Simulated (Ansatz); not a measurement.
In$_{2}$O$_{3}$: band-structure calculation (part 2 of 2)

Continued. System: In$_{2}$O$_{3}$ (Ia-3, 40 atoms in the cell). Method: DFT PBE, scalar-relativistic, plane waves, PAW, PAW set soft_1, no spin polarisation (Ansatz 0.2.0); cutoff 420 eV, 4×4×4 k-mesh, Gaussian smearing of 0.02 eV. The structure derives from an entry of the Crystallography Open Database.

## Output, continued
```
  k-point 1: bands = ["-9.3089", "-8.9253", "-8.8587", "-8.8211", "-8.7935", "-8.7538", "-8.7018", "-8.6793", "-8.6601", "-8.6526", ... 66 levels left out ..., "-3.8730", "-3.8658", "-3.8614", "-3.8600", "-3.8548", "-3.8504", "-3.8440", "-3.8410", "-3.8378", "-3.8155", "-3.8115", "-3.7933", "-3.7820", "-3.7460", "-3.7120", "-3.6531", "-3.6309", "-3.6242", "-3.5829", "-3.4619", "-3.2799", "-3.2164", "-3.1950", "-3.1725", "-3.1529", "-2.9010", "-2.8955", "-2.8814", "3.0274",
      "3.1121", "3.1467", "3.2945", "3.4214", "3.4918", "3.5159", "3.6127", "3.6136", "3.7219", "3.9762", "4.0208", "4.2329", "4.2712", "4.5320", "4.5574", "4.5888", "4.6064", "4.9847", "5.0055", "5.0888", "5.1871", "5.2074", "5.2887", "5.3102", "5.3708", "5.4739", "5.5924", "5.6135", "5.7780", "5.9086", "5.9498", "5.9901", "6.0341", "6.1882", "6.2429", "6.3479", "6.3642", "6.4730", "6.5657", "6.5800",
      "6.6449", "6.6915", "6.6981", "6.7577", "6.7633", "6.8621", "6.8952", "7.0169", "7.0970", "7.1570", "7.1790", "7.2158", "7.2177", "7.2771", "7.3487", "7.4416", "7.5406", "7.6020", "7.6825", "7.7117", "7.7454", "7.7615", "7.8321", "7.8350", "7.8529", "7.8797", "7.9299", "7.9944", "8.0646", "8.0761", "8.1025", "9.8262", "12.3762", "12.9764", "12.9957", "13.0404", "13.0707", "13.4739", "13.5924", "13.7555",
      "13.8343", "13.8432", "13.9415", "14.0576", "14.1608", "14.1722", "14.4242", "14.7855", "14.8321", "14.8977", "15.0260", "15.3154", "15.3553", "15.4982", "15.7875", "16.1921", "16.3077", "16.5651", "16.5836", "16.8489", "17.1994", "17.3224", "17.4783", "17.5392", "17.5841", "17.9105", "17.9622", "18.2230", "18.3340", "18.4061", "18.5581", "18.6970", "18.7068", "18.8284", "18.8688", "18.9795", "19.0966", "19.1891", "19.2247", "19.2779",
      "19.3356", "19.4641", "19.4755", "19.5960", "19.7462", "19.9917", "20.1683", "20.2452", "20.2782", "20.3152", "20.4886", "20.5683", "20.6208", "20.7154", "20.7430", "20.8741", "20.9057", "20.9872", "21.0739", "21.0860", "21.2109", "21.2321", "21.9851", "21.9867", "22.1266", "22.4314", "22.6081", "22.6151", "22.6554", "22.8399", "22.9469", "23.1174", "23.2065", "23.2522", "23.7105", "23.7251", "23.8717", "24.1665", "24.2732", "24.3311",
      "24.4316", "24.6512", "24.6633", "24.8040", "24.9299", "25.0954", "25.2608", "25.3798", "25.6184", "25.6769", "26.1031"]
  k-point 2: bands = ["-9.1374", "-9.1374", "-8.8767", "-8.8767", "-8.7983", "-8.7983", "-8.6616", "-8.6616", "-8.6232", "-8.6232", ... 66 levels left out ..., "-3.8746", "-3.8746", "-3.8708", "-3.8708", "-3.8631", "-3.8631", "-3.8523", "-3.8523", "-3.8406", "-3.8406", "-3.7841", "-3.7841", "-3.7670", "-3.7670", "-3.6763", "-3.6763", "-3.6042", "-3.6042", "-3.4261", "-3.4261", "-3.2217", "-3.2217", "-3.1996", "-3.1996", "-3.0330", "-3.0330", "-2.9769", "-2.9769", "3.0835",
      "3.0835", "3.3219", "3.3219", "3.3860", "3.3860", "3.4311", "3.4311", "3.5157", "3.5157", "4.0368", "4.0368", "4.3090", "4.3090", "4.5666", "4.5666", "4.8119", "4.8119", "5.0454", "5.0454", "5.2142", "5.2142", "5.2764", "5.2764", "5.3184", "5.3184", "5.5306", "5.5306", "5.7213", "5.7213", "5.8544", "5.8544", "6.0929", "6.0929", "6.1462", "6.1462", "6.1992", "6.1992", "6.3805", "6.3805", "6.5065",
      "6.5065", "6.6713", "6.6713", "6.8220", "6.8220", "6.9895", "6.9895", "7.0843", "7.0843", "7.1867", "7.1867", "7.2439", "7.2439", "7.3105", "7.3105", "7.5059", "7.5059", "7.6391", "7.6391", "7.6987", "7.6987", "7.7801", "7.7801", "7.8440", "7.8440", "7.9031", "7.9031", "7.9732", "7.9732", "8.0821", "8.0821", "11.1116", "11.1116", "12.7975", "12.7975", "12.8961", "12.8961", "13.7178", "13.7178", "13.8049",
      "13.8049", "13.9703", "13.9703", "14.1089", "14.1089", "14.4483", "14.4483", "14.8391", "14.8391", "15.2207", "15.2207", "15.4105", "15.4105", "15.6360", "15.6360", "15.9144", "15.9144", "16.5217", "16.5217", "17.0959", "17.0959", "17.3325", "17.3325", "17.6840", "17.6840", "17.9945", "17.9945", "18.1187", "18.1187", "18.3874", "18.3874", "18.5555", "18.5555", "18.7900", "18.7900", "18.9147", "18.9147", "19.1689", "19.1689", "19.3716",
      "19.3716", "19.5018", "19.5018", "19.5946", "19.5946", "20.1219", "20.1219", "20.2640", "20.2640", "20.3832", "20.3832", "20.6256", "20.6256", "20.8085", "20.8085", "20.9237", "20.9237", "21.1935", "21.1935", "21.3524", "21.3524", "21.8184", "21.8184", "21.9636", "21.9636", "22.3197", "22.3197", "22.5111", "22.5111", "23.0937", "23.0937", "23.2841", "23.2841", "23.4608", "23.4608", "23.6131", "23.6131", "24.0470", "24.0470", "24.2965",
      "24.2965", "24.7604", "24.7604", "25.0668", "25.0668", "25.4694", "25.4694", "25.6680", "25.6680", "25.8618", "25.8618"]
  k-point 7: bands = ["-8.9759", "-8.9759", "-8.9759", "-8.8772", "-8.8772", "-8.8772", "-8.7483", "-8.7483", "-8.7483", "-8.7371", ... 66 levels left out ..., "-3.8816", "-3.8816", "-3.8736", "-3.8736", "-3.8682", "-3.8649", "-3.8649", "-3.8649", "-3.8565", "-3.8565", "-3.8565", "-3.8324", "-3.8324", "-3.8324", "-3.4594", "-3.4594", "-3.3734", "-3.3734", "-3.2946", "-3.2946", "-3.2946", "-3.2477", "-3.2449", "-3.2449", "-3.2449", "-3.1136", "-3.1136", "-3.1136", "2.9224",
      "2.9224", "2.9224", "3.1822", "3.1822", "3.1822", "3.8137", "3.8137", "3.8137", "3.8326", "4.4393", "4.5341", "4.5341", "4.5341", "4.6122", "4.6122", "4.6122", "4.6543", "4.6543", "4.6543", "4.9115", "4.9115", "4.9115", "5.1790", "5.3791", "5.3791", "5.3791", "5.5266", "5.6760", "5.6760", "5.9368", "5.9368", "6.0820", "6.0820", "6.0820", "6.3801", "6.3801", "6.3801", "6.4811", "6.4811", "6.5407",
      "6.5407", "6.5407", "6.7816", "6.7816", "6.7816", "6.8768", "6.8768", "6.8768", "6.9581", "6.9581", "7.3363", "7.3363", "7.3363", "7.4546", "7.4546", "7.5222", "7.6884", "7.6884", "7.6884", "7.8686", "7.8686", "7.8686", "7.8743", "7.8743", "7.8745", "7.8745", "7.8745", "7.9006", "7.9006", "7.9006", "7.9647", "12.0003", "12.0003", "12.0003", "12.0264", "12.0264", "12.0264", "13.4416", "13.4416", "13.4416",
      "13.6691", "14.4585", "14.4585", "14.4585", "14.5854", "14.7966", "14.7966", "14.7966", "14.9681", "14.9681", "14.9681", "16.0822", "16.0853", "16.1516", "16.1516", "16.1516", "16.3234", "16.3234", "16.3234", "17.0158", "17.0158", "17.0158", "17.4209", "17.4209", "17.4209", "17.4663", "17.4663", "17.5138", "17.5138", "17.6622", "17.6622", "17.6622", "17.9799", "17.9799", "17.9799", "19.3236", "19.3236", "19.5118", "19.5118", "19.8083",
      "19.8083", "19.8083", "20.0040", "20.2549", "20.2549", "20.2549", "20.2771", "20.2771", "20.2771", "20.3706", "20.3706", "20.3706", "20.5704", "20.5704", "20.5884", "21.7776", "21.7776", "21.7776", "21.9252", "21.9252", "21.9252", "22.0168", "22.0168", "22.0168", "22.4444", "22.4444", "22.4444", "22.7620", "22.7620", "22.7620", "22.7653", "23.2112", "23.2112", "23.6378", "23.6378", "23.6378", "23.6966", "23.6966", "23.6966", "23.9154",
      "24.2063", "24.2063", "24.2063", "24.4533", "24.4533", "24.4533", "24.9674", "25.2779", "25.2779", "25.2779", "25.7736"]
--- Löwdin populations: 40 sites ---
  site symbol       q [e]
     0     In     11.8427
     1     In     11.8427
     2     In     11.8427
     3     In     11.8427
     4     In     11.8427
     5     In     11.8427
     6     In     11.8427
     7     In     11.8427
     8     In     11.8427
     9     In     11.8427
    10     In     11.8427
    11     In     11.8427
    12     In     11.8407
    13     In     11.8407
    14     In     11.8407
    15     In     11.8407
    16      O      6.7265
    17      O      6.7265
    18      O      6.7265
    19      O      6.7265
    20      O      6.7265
    21      O      6.7265
    22      O      6.7265
    23      O      6.7265
    24      O      6.7265
    25      O      6.7265
    26      O      6.7265
    27      O      6.7265
    28      O      6.7265
    29      O      6.7265
    30      O      6.7265
    31      O      6.7265
    32      O      6.7265
    33      O      6.7265
    34      O      6.7265
    35      O      6.7265
    36      O      6.7265
    37      O      6.7265
    38      O      6.7265
    39      O      6.7265
  spilling = 0.003092 (of n_electrons = 352.000000)
```

## File populations.tsv
```
# site	symbol	l	j	q
# orbitals = lowdin
# n_electrons = 352.000000
# spilling = 0.003092
0	In	0_5S	-	0.729041
0	In	1_5P	-	1.124717
0	In	2_4D	-	9.988965
1	In	0_5S	-	0.729041
1	In	1_5P	-	1.124717
1	In	2_4D	-	9.988965
2	In	0_5S	-	0.729041
2	In	1_5P	-	1.124717
2	In	2_4D	-	9.988965
3	In	0_5S	-	0.729041
3	In	1_5P	-	1.124717
3	In	2_4D	-	9.988965
4	In	0_5S	-	0.729041
4	In	1_5P	-	1.124717
4	In	2_4D	-	9.988965
5	In	0_5S	-	0.729041
5	In	1_5P	-	1.124717
5	In	2_4D	-	9.988965
6	In	0_5S	-	0.729041
6	In	1_5P	-	1.124717
6	In	2_4D	-	9.988965
7	In	0_5S	-	0.729041
7	In	1_5P	-	1.124717
7	In	2_4D	-	9.988965
8	In	0_5S	-	0.729041
8	In	1_5P	-	1.124717
8	In	2_4D	-	9.988965
9	In	0_5S	-	0.729041
9	In	1_5P	-	1.124717
9	In	2_4D	-	9.988965
10	In	0_5S	-	0.729041
10	In	1_5P	-	1.124717
10	In	2_4D	-	9.988965
11	In	0_5S	-	0.729041
11	In	1_5P	-	1.124717
11	In	2_4D	-	9.988965
12	In	0_5S	-	0.724713
12	In	1_5P	-	1.126145
12	In	2_4D	-	9.989835
13	In	0_5S	-	0.724713
13	In	1_5P	-	1.126145
13	In	2_4D	-	9.989835
14	In	0_5S	-	0.724713
14	In	1_5P	-	1.126145
14	In	2_4D	-	9.989835
15	In	0_5S	-	0.724713
15	In	1_5P	-	1.126145
15	In	2_4D	-	9.989835
16	O	0_2S	-	1.736532
16	O	1_2P	-	4.989978
17	O	0_2S	-	1.736532
17	O	1_2P	-	4.989978
18	O	0_2S	-	1.736532
18	O	1_2P	-	4.989978
19	O	0_2S	-	1.736532
19	O	1_2P	-	4.989978
20	O	0_2S	-	1.736532
20	O	1_2P	-	4.989978
21	O	0_2S	-	1.736532
21	O	1_2P	-	4.989978
22	O	0_2S	-	1.736532
22	O	1_2P	-	4.989978
23	O	0_2S	-	1.736532
23	O	1_2P	-	4.989978
24	O	0_2S	-	1.736532
24	O	1_2P	-	4.989978
25	O	0_2S	-	1.736532
25	O	1_2P	-	4.989978
26	O	0_2S	-	1.736532
26	O	1_2P	-	4.989978
27	O	0_2S	-	1.736532
27	O	1_2P	-	4.989978
28	O	0_2S	-	1.736532
28	O	1_2P	-	4.989978
29	O	0_2S	-	1.736532
29	O	1_2P	-	4.989978
30	O	0_2S	-	1.736532
30	O	1_2P	-	4.989978
31	O	0_2S	-	1.736532
31	O	1_2P	-	4.989978
32	O	0_2S	-	1.736532
32	O	1_2P	-	4.989978
33	O	0_2S	-	1.736532
33	O	1_2P	-	4.989978
34	O	0_2S	-	1.736532
34	O	1_2P	-	4.989978
35	O	0_2S	-	1.736532
35	O	1_2P	-	4.989978
36	O	0_2S	-	1.736532
36	O	1_2P	-	4.989978
37	O	0_2S	-	1.736532
37	O	1_2P	-	4.989978
38	O	0_2S	-	1.736532
38	O	1_2P	-	4.989978
39	O	0_2S	-	1.736532
39	O	1_2P	-	4.989978
```

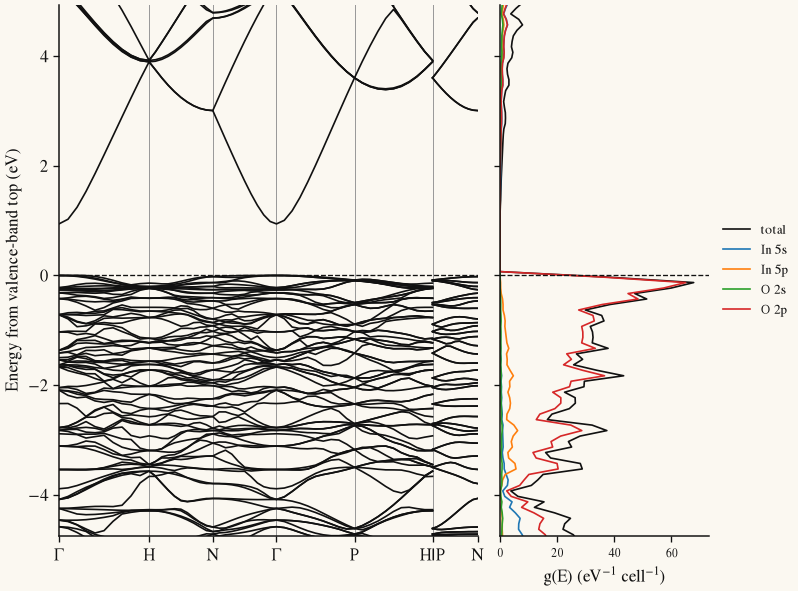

**Figure 1.** Band structure along Γ–H–N–Γ–P–H|P–N and density of states (projected on Löwdin-orthogonalised atomic shells), with energies from the valence-band top. There is a gap of 0.94 eV on this path, direct, at Γ.

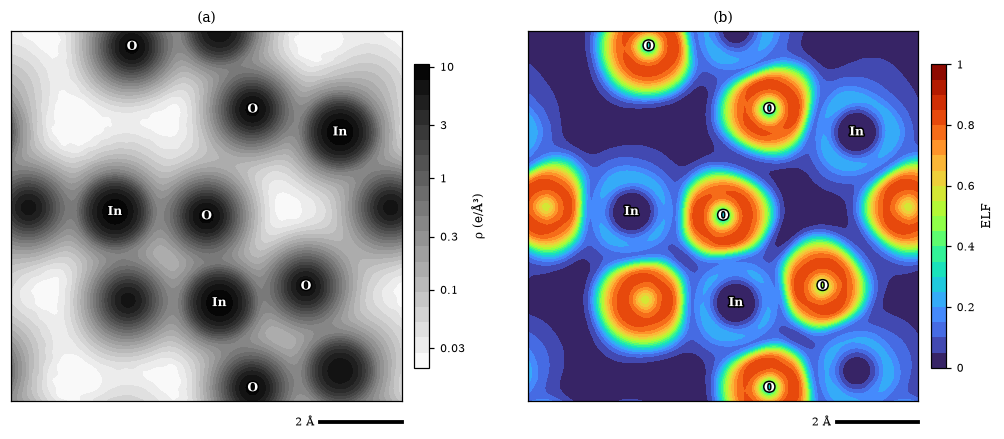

**Figure 2.** (a) valence electron density; (b) electron localisation function on the (100) plane of the calculation cell. Atoms in the plane: In and O. In–O (2.16 Å): ρ at the midpoint is about 0.5 e/Å³; the ELF is about 0.15 at the midpoint. In–O (2.24 Å): ρ at the midpoint is about 0.44 e/Å³; the ELF is about 0.15 at the midpoint. Away from the nuclei the density in this plane falls to 0.01 e/Å³ at its lowest. Core electrons are frozen (PAW), so the fields are smoothed inside the atomic spheres.

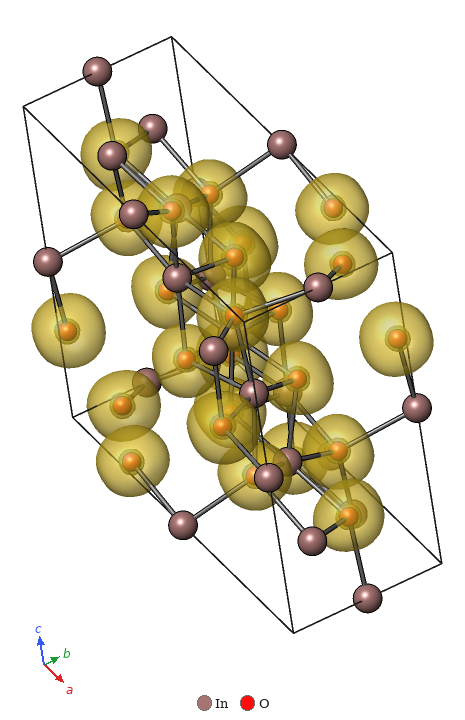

**Figure 3.** Isosurface of the electron localisation function at 0.65 (yellow), seen slightly off an axis. Only the valence region is drawn (cores and ρ < 0.01 e/Å³ removed). Sticks mark near contacts. The outline is the calculation cell. Profiles from the grid: In–O (2.16 Å): the ELF is about 0.15 at the midpoint. In–O (2.21 Å): the ELF is about 0.15 at the midpoint.

## Results in brief

```json
{"quantity": "outcome", "value": "converged"}
{"quantity": "space group (tolerance 0.01 Å)", "value": "Ia-3 (206)"}
{"quantity": "electrons treated", "value": "352"}
{"quantity": "free energy", "value": "−103188.2433 eV"}
{"quantity": "Fermi energy", "value": "8.574 eV"}
{"quantity": "gap on the k-point mesh", "value": "0.94 eV"}
{"quantity": "gap on the band path", "value": "0.94 eV"}
{"quantity": "pressure", "value": "−0.02 GPa"}
{"quantity": "largest force (length of the vector)", "value": "0.003 eV/Å"}
{"quantity": "wall time", "value": "57 s (CPU time 7.2 min)"}
{"quantity": "peak memory", "value": "8.2 GiB"}
```
